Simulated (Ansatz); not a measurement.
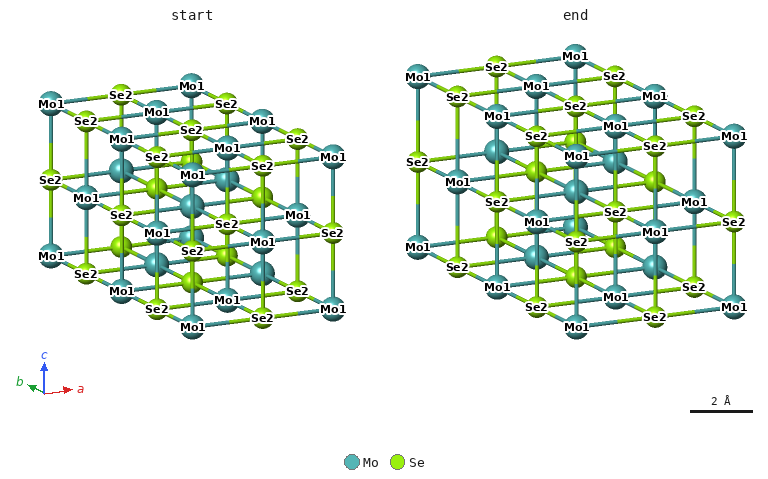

The structure of solid MoSe (built on the rock salt type) (coarse preliminary run) before (left) and after (right) a relaxation, at one scale.

A ball-and-stick model of the conventional cell (4 times the calculation's cell), repeated 1 × 2 × 1 with one cell outlined, seen from a free direction. Lengths and directions refer to the drawn axes.

These are results of DFT PBE+U, scalar-relativistic, plane waves, PAW in Ansatz, not measurements.

The input:
```yaml
crystal:
  lattice:
    - [0.0, 2.549035364, 2.549035364]
    - [2.549035364, 0.0, 2.549035364]
    - [2.549035364, 2.549035364, 0.0]
  atoms:
    - { symbol: Mo, position: [0.0, 0.0, 0.0], spin: 2.79 }
    - { symbol: Se, position: [0.5, 0.5, 0.5] }
basis:
  ecutwfc: 420
kpoints:
  mp_grid: { grid: [6, 6, 6] }
hamiltonian:
  xc: pbe
  hubbard: { sites: [{ species: Mo, l: d, u_eff: 4.38 }] }
scf:
  occupations: { method: gaussian, width: 0.1 }
output:
  forces: true
  stress: true
  eigenvalues: true
  populations: true
magnetization:
  spin_polarized: true
relax:
  adjacent_minimum: "off"
  f_tol: 0.05
  max_steps: 80
  cell: { stress_tol: 0.5 }
```

Launched with:
```bash
ansatz run input.yaml --threads 1 --pin off --max-ram 2560MiB --backend cpu --events-out ev --progress --plain --runs-dir out
```

### Describe what moved and what it gained.

The atoms keep their places relative to the cell (all moves are under 0.005 Å). Cell: a = b = c 5.098 → 5.716 Å (+12.1 %). Volume +41.0 %. Some distances before and after: Mo1–Se2 2.549 → 2.858 Å. The space group stays Fm-3m (No. 225). The energy falls by 1.464 eV per cell of the calculation in 4 accepted moves (5 points after the start). All forces vanish by symmetry, so only the cell relaxes. The pressure goes from 40.43 to 0.42 GPa. At 1 point the geometry stayed and the basis and grid were re-selected for the new cell (energy shift of 9.2 meV per cell of the calculation at most each time).
